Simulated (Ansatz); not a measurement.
Consider Hf.

Input file:

```
crystal:
  lattice:
    - [2.91381, 0.0, 0.0]
    - [0.0, 2.91381, 0.0]
    - [0.0, 0.0, 2.91381]
  atoms:
    - { symbol: Hf, position: [0.5, 0.5, 0.5] }
hamiltonian:
  xc: pbe
  pseudopotentials: { kind: paw }
  dispersion: d3bj
kpoints:
  mp_grid: { grid: [9, 9, 9] }
scf:
  occupations: { method: fermi_dirac, width: 0.05 }
output:
  forces: true
  stress: true
  eigenvalues: true
  write_density: true
  write_potential: true
  elf: true
  volumetric_format: npy
relax:
  f_tol: 0.01
  max_steps: 40
  cell: { stress_tol: 0.05 }
```

Command:

```sh
ansatz run input.yaml --threads 2 --pin off --max-ram 5632MiB --backend cpu --events-out ev --progress --plain --runs-dir out
```

Below, planes, directions and counts refer to the conventional cell (a = 2.88 Å, b = 2.88 Å, c = 2.88 Å, α = 90.00°, β = 90.00°, γ = 90.00°).

The fields are those of the run's last geometry, not of the input's.

Space group Pm-3m; a generated structure, not necessarily the stable one.

These are results of Kohn-Sham DFT of a periodic cell, PBE with D3(BJ), Ansatz PAW in Ansatz, not measurements.

> Predict the valence pseudo-density and electron localisation function between the atoms.

Hf–Hf (2.88 Å): the density is about 0.29 e/Å³ at the midpoint; the ELF is about 0.35 at the midpoint.

> Does the calculation give a band gap?

It is gapless in this calculation (a metal or semimetal).

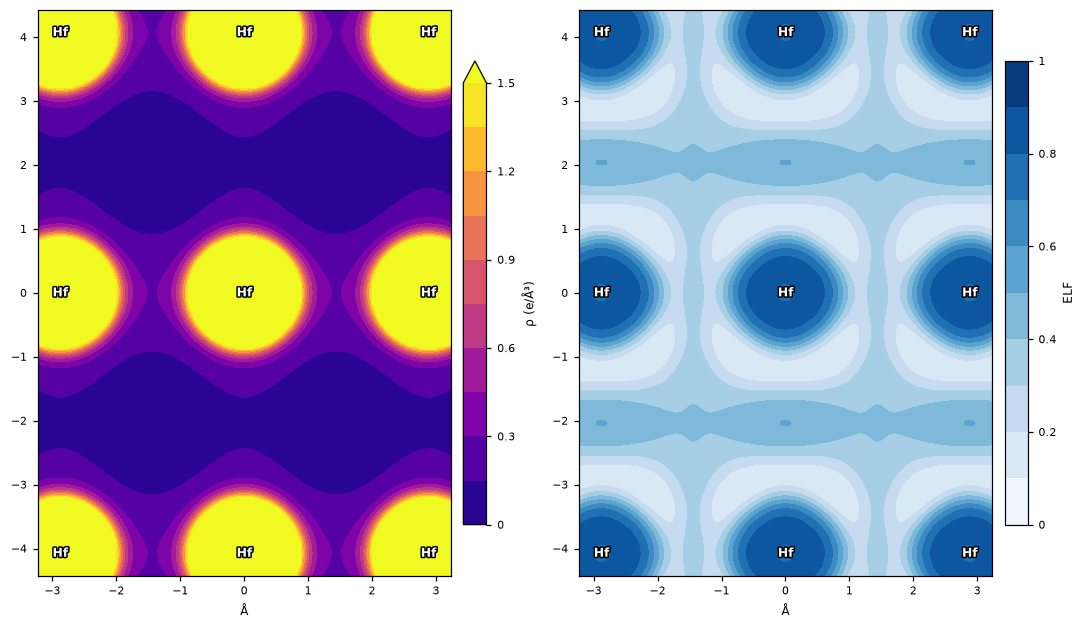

Computed valence pseudo-density and electron localisation function on the (110) plane of the conventional cell, in this order. 
